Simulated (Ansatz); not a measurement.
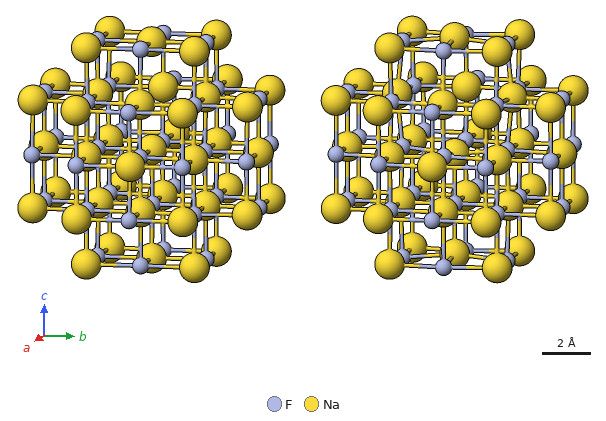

Two geometries of a defect cell of composition F31Na32 (cell charge +1), drawn at one scale. One is the start of a relaxation, the other its converged end. Style: ball-and-stick. Shown: the atoms within 5.8 Å of the atom that moves most (axes of the cell of the calculation (origin shifted)), slightly off an axis.

The calculation used Ansatz 0.2.0, DFT, PBEsol, PAW, plane waves. Settings: plane-wave cutoff 420 eV; k-point mesh 1 × 1 × 1; mesh shifted by (0.25, 0.25, 0.25); no spin polarisation; atoms relaxed in a fixed cell; force threshold 0.03 eV/Å; at most 80 steps.

Question: Which of the two is the end point?

Answer: The right one is the relaxed one. The atom that moves furthest is a Na atom (0.19 Å roughly along −c). Largest moves by element: Na 0.19 Å, F 0.11 Å. The cell doesn't change. Among the contacts that change: Na–Na 3.241 → 3.511 Å, Na–Na 3.269 → 3.511 Å, Na–Na 3.290 → 3.511 Å, F–Na 2.355 → 2.148 Å. Among the angles between lasting bonds that change: Na–F–Na 89.4° → 101.3°, Na–F–Na 89.6° → 101.2°, F–Na–F 179.5° → 168.7°. Over 3 geometry steps the energy falls by 1.020 eV per cell of the calculation. The largest force component goes from 1.1 to 0.0015 eV/Å. The run took 2.9 s on 1 × NVIDIA GB200 with 8 threads of Arm Neoverse-V2, peak memory 1.8 GiB.

Limits of the set-up: the cell is charged, on a uniform background, and energies carry no finite-size correction.
